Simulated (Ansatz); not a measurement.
**Two runs on AlRu**

System: AlRu (2 atoms in the cell).
Method of run 1: DFT, PBEsol, PAW with Ansatz's default frozen-core files, scalar-relativistic; levels and slopes on a fine mesh, independent-particle optical spectra, no spin polarisation (Ansatz 0.2.0).

The structure derives from an entry of the Crystallography Open Database. Text and figures count atoms from 1; the logs count them from 0 in places.

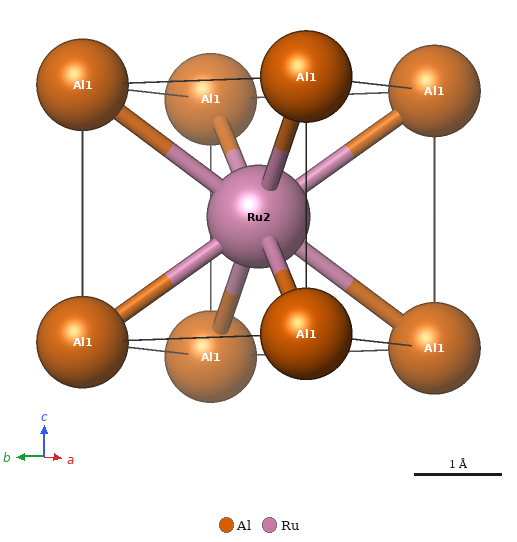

**Figure 1.** The input geometry (ball-and-stick view of the cell of the calculation, seen at an oblique angle; atoms are numbered from 1 in the order of the input). Near neighbours in the crystal (not all of them lie inside the picture): Al has 8 Ru at 2.58 Å; Ru has 8 Al at 2.58 Å.

**The input, run 1**
```yaml
crystal:
  lattice:
    - [2.97650987359, 0.0, 0.0]
    - [0.0, 2.97650987359, 0.0]
    - [0.0, 0.0, 2.97650987359]
  atoms:
    - { symbol: Al, position: [0.0, 0.0, 0.0] }
    - { symbol: Ru, position: [0.5, 0.5, 0.5] }
kpoints:
  mp_grid: { grid: [14, 14, 14] }
scf:
  occupations: { method: fermi_dirac, width: 0.05 }
hamiltonian:
  xc: pbesol
  pseudopotentials: { kind: paw }
output:
  forces: true
  stress: true
  eigenvalues: true
  eigenstates:
    nscf_kmesh: { grid: [20, 20, 20] }
    de_dk: true
    e_range: [-14, 14]
  optics:
    e_range: [0, 25]
    de: 0.2
    sigma: 0.2
    bands: { spectra_wanted_up_to: 25 }
    nscf_kmesh: { grid: [20, 20, 20] }
    drude_damping: 0.2
checkpoint:
  write: ck
  write_wavefunctions: false
```

Launched with:
```bash
ansatz run input.yaml --threads 1 --pin off --max-ram 3072MiB --backend cpu --events-out ev --progress --plain --runs-dir out
```

Hardware: 1 thread of Arm Neoverse V1, 24 GiB of memory available, shared host.

**Output, shortened to warnings, some set-up lines, iterations and results (run 1)**
```
Basis set: ecut = 420 eV, 485 PW (Γ), exchange–correlation on 40×40×40 points (8 copies of the dense FFT grid, shifted against one another)
Symmetry: 48 space group operations
k-points: 120 of 2744
Initial density: superposition of atomic densities (neutral atoms: chi_scale 0, normalization atom), corrected by the library's trained network
[...]
SCF iter   1: F=—  HF=-6342.313698 eV  |F-HF|=—  |Δ(HF+E_count)|=         —  Δρ=9.15e-3  dr2=2.41e-2  ethr=1.77e-3  ⟨swp⟩=5.2  Hψ=9172  notcnv=0
SCF iter   2: F=—  HF=-6342.310121 eV  |F-HF|=—  |Δ(HF+E_count)|=   3.58e-3  Δρ=5.13e-3  dr2=8.61e-3  ethr=1.27e-4  ⟨swp⟩=1.3  Hψ=2701  notcnv=0  defer=5
SCF iter   3: F=—  HF=-6342.308219 eV  |F-HF|=—  |Δ(HF+E_count)|=   1.90e-3  Δρ=5.65e-4  dr2=8.02e-5  ethr=4.53e-5  ⟨swp⟩=2.4  Hψ=2497  notcnv=0  defer=5
SCF iter   4: F=—  HF=-6342.308131 eV  |F-HF|=—  |Δ(HF+E_count)|=   8.75e-5  Δρ=1.31e-4  dr2=3.62e-6  ethr=4.22e-7  ⟨swp⟩=2.0  Hψ=2409  notcnv=0  defer=5
SCF iter   5: F=—  HF=-6342.308131 eV  |F-HF|=—  |Δ(HF+E_count)|=   9.90e-8  Δρ=1.15e-5  dr2=2.02e-8  ethr=1.91e-8  ⟨swp⟩=2.5  Hψ=2589  notcnv=0  defer=5
SCF iter   6: F=—  HF=-6342.308132 eV  |F-HF|=—  |Δ(HF+E_count)|=   1.01e-6  Δρ=1.10e-6  dr2=1.56e-10  ethr=1.06e-10  ⟨swp⟩=2.3  Hψ=2714  notcnv=0  defer=5
SCF iter   7: F=-6342.308132 eV  HF=-6342.308132 eV  |F-HF|=3.64e-12  |Δ(HF+E_count)|=  3.64e-11  Δρ=1.28e-7  dr2=6.79e-13  ethr=1.00e-12  ⟨swp⟩=5.4  Hψ=7013  notcnv=0
SCF 1 converged in 7 iterations: F = -6342.308132 eV  dr2 = 6.79e-13
NSCF: frozen V_eff on 286 k-points
Optics k sum: 0 of 286 k-points
Optics k sum: 15 of 286 k-points
Optics k sum: 29 of 286 k-points
Optics k sum: 43 of 286 k-points
Optics k sum: 58 of 286 k-points
Optics k sum: 72 of 286 k-points
Optics k sum: 86 of 286 k-points
Optics k sum: 101 of 286 k-points
Optics k sum: 115 of 286 k-points
Optics k sum: 129 of 286 k-points
Optics k sum: 143 of 286 k-points
Optics k sum: 158 of 286 k-points
Optics k sum: 172 of 286 k-points
Optics k sum: 186 of 286 k-points
Optics k sum: 201 of 286 k-points
Optics k sum: 215 of 286 k-points
Optics k sum: 229 of 286 k-points
Optics k sum: 244 of 286 k-points
Optics k sum: 258 of 286 k-points
Optics k sum: 272 of 286 k-points
Optics k sum: 286 of 286 k-points
Optics k sum: 0 of 286 k-points
Optics k sum: 15 of 286 k-points
Optics k sum: 29 of 286 k-points
Optics k sum: 43 of 286 k-points
Optics k sum: 58 of 286 k-points
Optics k sum: 72 of 286 k-points
Optics k sum: 86 of 286 k-points
Optics k sum: 101 of 286 k-points
Optics k sum: 115 of 286 k-points
Optics k sum: 129 of 286 k-points
Optics k sum: 143 of 286 k-points
Optics k sum: 158 of 286 k-points
Optics k sum: 172 of 286 k-points
Optics k sum: 186 of 286 k-points
Optics k sum: 201 of 286 k-points
Optics k sum: 215 of 286 k-points
Optics k sum: 229 of 286 k-points
Optics k sum: 244 of 286 k-points
Optics k sum: 258 of 286 k-points
Optics k sum: 272 of 286 k-points
Optics k sum: 286 of 286 k-points
Optics k sum: 0 of 286 k-points
Optics k sum: 15 of 286 k-points
Optics k sum: 29 of 286 k-points
Optics k sum: 43 of 286 k-points
Optics k sum: 58 of 286 k-points
Optics k sum: 72 of 286 k-points
Optics k sum: 86 of 286 k-points
Optics k sum: 101 of 286 k-points
Optics k sum: 115 of 286 k-points
Optics k sum: 129 of 286 k-points
Optics k sum: 143 of 286 k-points
Optics k sum: 158 of 286 k-points
Optics k sum: 172 of 286 k-points
Optics k sum: 186 of 286 k-points
Optics k sum: 201 of 286 k-points
Optics k sum: 215 of 286 k-points
Optics k sum: 229 of 286 k-points
Optics k sum: 244 of 286 k-points
Optics k sum: 258 of 286 k-points
Optics k sum: 272 of 286 k-points
Optics k sum: 286 of 286 k-points
NSCF: frozen V_eff on 286 k-points
[...]
```

For run 2 the input was changed thus:
```diff
+  mixing: { algorithm: broyden, beta: 0.7, ndim: 2 }
+  hubbard: { sites: [{ species: Ru, l: d, u_eff: 3.0 }], double_counting: amf }
```

What does this change do to the results?

The total energies belong to different models, so their difference says nothing on which is more stable or more accurate. The pressure goes from −0.02 to 0.29 GPa.

**Output, shortened to warnings, some set-up lines, iterations and results (run 2)**
```
Basis set: ecut = 420 eV, 485 PW (Γ), exchange–correlation on 40×40×40 points (8 copies of the dense FFT grid, shifted against one another)
Symmetry: 48 space group operations
k-points: 120 of 2744
Initial density: superposition of atomic densities (chi_scale 0.1, normalization cell, long waves kept (reshape's long-wave potential 0.00 eV rms))
[...]
SCF iter   1: F=—  HF=-6343.357390 eV  |F-HF|=—  |Δ(HF+E_count)|=         —  Δρ=1.19e-1  dr2=4.43e0  ethr=3.10e-3  ⟨swp⟩=5.1  Hψ=8291  notcnv=0
SCF iter   2: F=—  HF=-6342.424820 eV  |F-HF|=—  |Δ(HF+E_count)|=   9.33e-1  Δρ=4.42e-2  dr2=4.63e-1  ethr=3.10e-3  ⟨swp⟩=2.1  Hψ=4322  notcnv=0  defer=9  κ⁻¹=1.0e0(r=1)
SCF iter   3: F=—  HF=-6342.379984 eV  |F-HF|=—  |Δ(HF+E_count)|=   4.48e-2  Δρ=1.53e-2  dr2=3.12e-2  ethr=2.44e-3  ⟨swp⟩=2.3  Hψ=3078  notcnv=0  defer=9  κ⁻¹=6.2e-3(r=2)
SCF iter   4: F=—  HF=-6342.378455 eV  |F-HF|=—  |Δ(HF+E_count)|=   1.53e-3  Δρ=2.75e-3  dr2=1.77e-3  ethr=1.64e-4  ⟨swp⟩=2.0  Hψ=2451  notcnv=0  defer=12  κ⁻¹=6.2e-2(r=2)
SCF iter   5: F=—  HF=-6342.377917 eV  |F-HF|=—  |Δ(HF+E_count)|=   5.38e-4  Δρ=1.20e-3  dr2=2.96e-4  ethr=9.30e-6  ⟨swp⟩=1.4  Hψ=1921  notcnv=0  defer=12  κ⁻¹=1.8e-2(r=2)
[... 5 lines ...]
SCF iter  11: F=—  HF=-6342.377810 eV  |F-HF|=—  |Δ(HF+E_count)|=   2.01e-9  Δρ=2.21e-6  dr2=1.42e-9  ethr=4.19e-11  ⟨swp⟩=2.2  Hψ=2705  notcnv=0  defer=12  κ⁻¹=2.4e-1(r=2)
SCF iter  12: F=—  HF=-6342.377810 eV  |F-HF|=—  |Δ(HF+E_count)|=  5.26e-10  Δρ=8.35e-7  dr2=9.42e-11  ethr=7.50e-12  ⟨swp⟩=1.3  Hψ=1750  notcnv=0  defer=12  κ⁻¹=1.6e-1(r=2)
SCF iter  13: F=—  HF=-6342.377810 eV  |F-HF|=—  |Δ(HF+E_count)|=  2.46e-11  Δρ=4.13e-7  dr2=1.92e-11  ethr=1.00e-12  ⟨swp⟩=1.0  Hψ=1668  notcnv=0  defer=12  κ⁻¹=2.3e-2(r=2)
SCF iter  14: F=-6342.377810 eV  HF=-6342.377810 eV  |F-HF|=9.09e-13  |Δ(HF+E_count)|=  4.55e-12  Δρ=6.45e-8  dr2=7.50e-13  ethr=1.00e-12  ⟨swp⟩=5.4  Hψ=6221  notcnv=0
SCF 1 converged in 14 iterations: F = -6342.377810 eV  dr2 = 7.50e-13
NSCF: frozen V_eff on 286 k-points
Optics k sum: 0 of 286 k-points
Optics k sum: 15 of 286 k-points
Optics k sum: 29 of 286 k-points
Optics k sum: 43 of 286 k-points
Optics k sum: 58 of 286 k-points
Optics k sum: 72 of 286 k-points
Optics k sum: 86 of 286 k-points
Optics k sum: 101 of 286 k-points
Optics k sum: 115 of 286 k-points
Optics k sum: 129 of 286 k-points
Optics k sum: 143 of 286 k-points
Optics k sum: 158 of 286 k-points
Optics k sum: 172 of 286 k-points
Optics k sum: 186 of 286 k-points
Optics k sum: 201 of 286 k-points
Optics k sum: 215 of 286 k-points
Optics k sum: 229 of 286 k-points
Optics k sum: 244 of 286 k-points
Optics k sum: 258 of 286 k-points
Optics k sum: 272 of 286 k-points
Optics k sum: 286 of 286 k-points
Optics k sum: 0 of 286 k-points
Optics k sum: 15 of 286 k-points
Optics k sum: 29 of 286 k-points
Optics k sum: 43 of 286 k-points
Optics k sum: 58 of 286 k-points
Optics k sum: 72 of 286 k-points
Optics k sum: 86 of 286 k-points
Optics k sum: 101 of 286 k-points
Optics k sum: 115 of 286 k-points
Optics k sum: 129 of 286 k-points
Optics k sum: 143 of 286 k-points
Optics k sum: 158 of 286 k-points
Optics k sum: 172 of 286 k-points
Optics k sum: 186 of 286 k-points
Optics k sum: 201 of 286 k-points
Optics k sum: 215 of 286 k-points
Optics k sum: 229 of 286 k-points
Optics k sum: 244 of 286 k-points
Optics k sum: 258 of 286 k-points
Optics k sum: 272 of 286 k-points
Optics k sum: 286 of 286 k-points
Optics k sum: 0 of 286 k-points
Optics k sum: 15 of 286 k-points
Optics k sum: 29 of 286 k-points
Optics k sum: 43 of 286 k-points
Optics k sum: 58 of 286 k-points
Optics k sum: 72 of 286 k-points
Optics k sum: 86 of 286 k-points
Optics k sum: 101 of 286 k-points
Optics k sum: 115 of 286 k-points
Optics k sum: 129 of 286 k-points
Optics k sum: 143 of 286 k-points
Optics k sum: 158 of 286 k-points
Optics k sum: 172 of 286 k-points
Optics k sum: 186 of 286 k-points
Optics k sum: 201 of 286 k-points
Optics k sum: 215 of 286 k-points
Optics k sum: 229 of 286 k-points
Optics k sum: 244 of 286 k-points
Optics k sum: 258 of 286 k-points
Optics k sum: 272 of 286 k-points
Optics k sum: 286 of 286 k-points
NSCF: frozen V_eff on 286 k-points
[...]
```

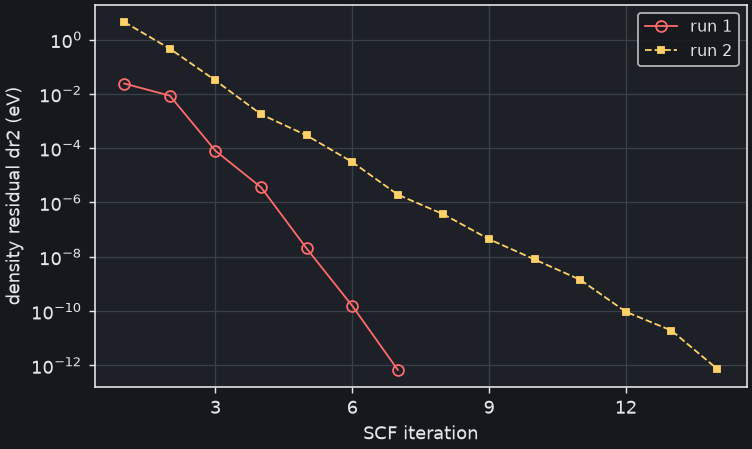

**Figure 2.** Convergence of the two runs: density residual dr2 against the SCF iteration. Run 1 takes 7 iterations in all, and run 2 takes 14.

**The two runs side by side**

```csv
quantity,run 1,run 2
outcome,converged,converged
free energy per atom (eV),−3171.1541,−3171.1889
"energy per atom, smearing taken to zero (eV)",−3171.1504,−3171.1856
pressure (GPa),−0.02,0.29
largest force (eV/Å),0.000,0.000
irreducible k-points,120,120
plane waves at Γ,485,485
wall time (shared host),88 s,1.9 min
```

For both runs: Warnings: the optical spectrum is taken on partly filled bands.
